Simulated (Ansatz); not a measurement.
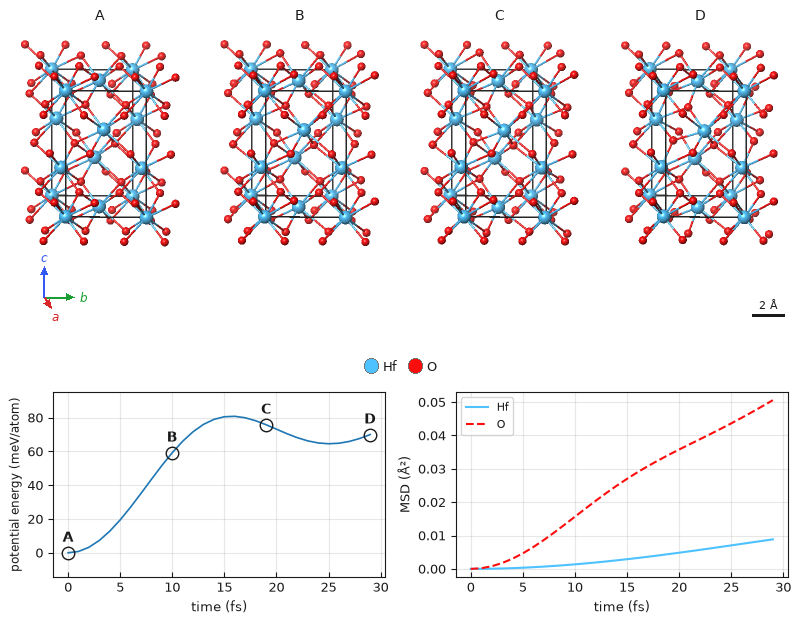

Molecular dynamics of an 18-atom cell of HfO2 (set up in P4_2/nmc), 29 fs long. Frames (A at 0 fs, B at 10 fs, C at 19 fs, D at 29 fs) and the history of the run. Style: ball-and-stick. Shown: the simulation cell, from a free direction. Bonds to atoms that aren't drawn are left out.

Computed with Ansatz 0.2.0, DFT PBE, scalar-relativistic, plane waves, PAW. Set-up: plane-wave cutoff 420 eV; k-point mesh 2 × 2 × 2; Fermi-Dirac smearing 0.103 eV; volume 1.04 times that of the relaxed crystal; constant energy (NVE); velocities drawn for 1200 K; time step 1 fs.

Q: What do the frames and curves show?

A: In the second half of the run the atoms are, in the root-mean-square, this far from where they began (common drift taken out): O 0.20 Å, Hf 0.08 Å. The run lasts only 29 fs, too short to tell vibration from diffusion. Over the second half the temperature averages 616 K (spread ±48 K). The first frame carries almost no forces, so kinetic energy first flows into potential energy: the temperature drops from 1200 to 539 K within 16 fs, and without a thermostat its mean stays below the start. The potential energy is still drifting at the end, so the run hasn't reached equilibrium. The potential energy in the second half lies on average 71.4 meV per atom above the first frame. The mean pressure there is 6.1 GPa. The total energy stays between 0 and 0.19 meV per atom of its start. A straight-line fit has a slope that amounts to +0.035 meV per atom over 29 fs (under 0.1 % of the mean kinetic energy), and the ripple about it is 0.2 % of the kinetic energy's fluctuation. With a drift under 2 % and a ripple under 7 %, the integration is accurate.

The run took 2.3 min on 4 threads of Arm Neoverse N1, on a shared host, peak memory 0.9 GiB.
